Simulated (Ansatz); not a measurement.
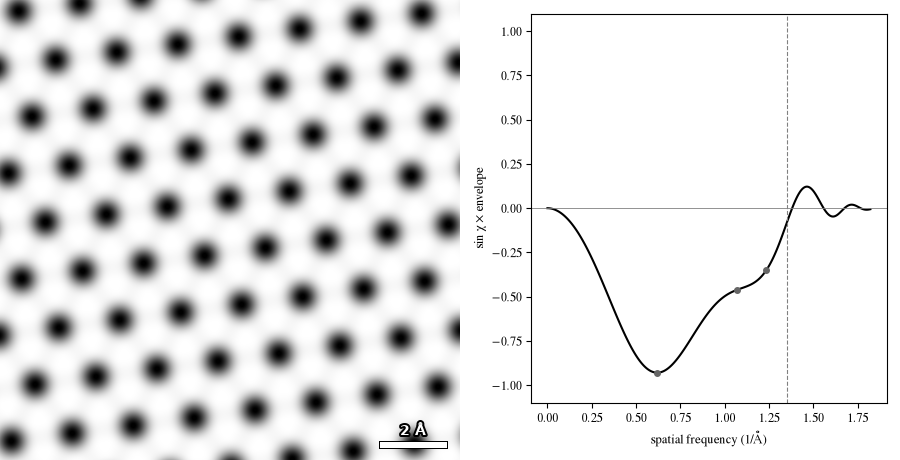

Phase-contrast TEM-like image of Ni (Pm-3m, No. 221) along [111]. Simulated in the weak-phase-object approximation with neutral-atom potentials: 200 kV, Cs = 10 µm, defocus −60 Å (negative is underfocus), defocus spread 12 Å, aperture 1.35 1/Å. Structure used: a calculation's starting geometry; the starting structure was generated, so it need not be a known form of this composition.

The plot gives the contrast transfer function, the aperture (dashed) and the crystal's spatial frequencies that carry visible contrast (dots).

Q: What point resolution do these settings give, and which lattice spacings pass?

A: About 0.7 Å (0.66 |Cs|^(1/4) λ^(3/4) with λ = 0.0251 Å). The spacings that carry visible contrast are {110} at 1.62 Å, {211} at 0.94 Å, {220} at 0.81 Å.

Q: Do the atom columns appear dark or bright, and why?

A: Dark. With positive Cs and underfocus sin χ is negative over the pass band, so the strongest columns (Ni) come out darker than the background.
